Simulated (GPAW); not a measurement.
The N K edge of atom 1 in BN (Qingsongite, F-43m), with 4 B at 1.57 Å (tetrahedral, site symmetry -43m), was computed in 2 ways: full core hole (charged cell) and no core hole. Program and functional: GPAW, LDA, Gaussian full width 0.9 eV up to 4 eV, rising linearly to 3.5 eV at 25 eV; cells of 2 and 16 atoms (the run without a hole in the smaller).

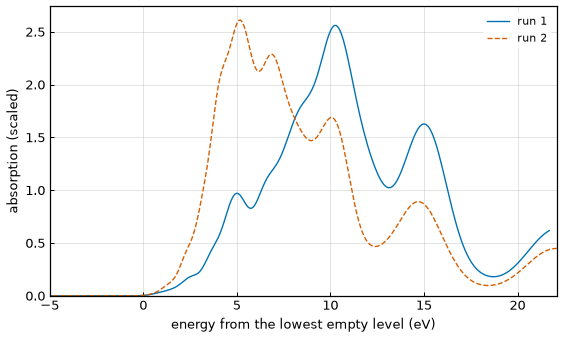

Each run is counted from its own lowest empty level or Fermi level and scaled to a mean of 1 over its first 20 eV.

Q: Which run is which?

Run 1: no core hole (area from −2 to 6 eV 2.3, main maxima 5.0 eV (0.97), 10.3 eV (2.56) and 15.0 eV (1.63)). Run 2: full core hole (charged cell) (area from −2 to 6 eV 6.8, main maxima 5.2 eV (2.61), 6.9 eV (2.29), 10.1 eV (1.69) and 14.7 eV (0.89)). With each curve scaled to its own mean, the area from −2 to 6 eV with the hole is 6.8 against 2.3, and the centre of weight from −1 to 20 eV moves by -2.4 eV: the hole pulls the absorber's empty states down.

[Hosts, paths, dates, database ids (printed as entryN), source tags and the programs' standing remarks are cut or masked in the printed files.]

[Lists of maxima count a maximum above −3 eV only where it reaches 4 % of the highest in the window and stands out from its surroundings by 2 % of it (1.5 % where it reaches 55 %); shoulders and weaker maxima are passed over, and of the rest the first, up to two pre-edge ones and the few strongest are named.]
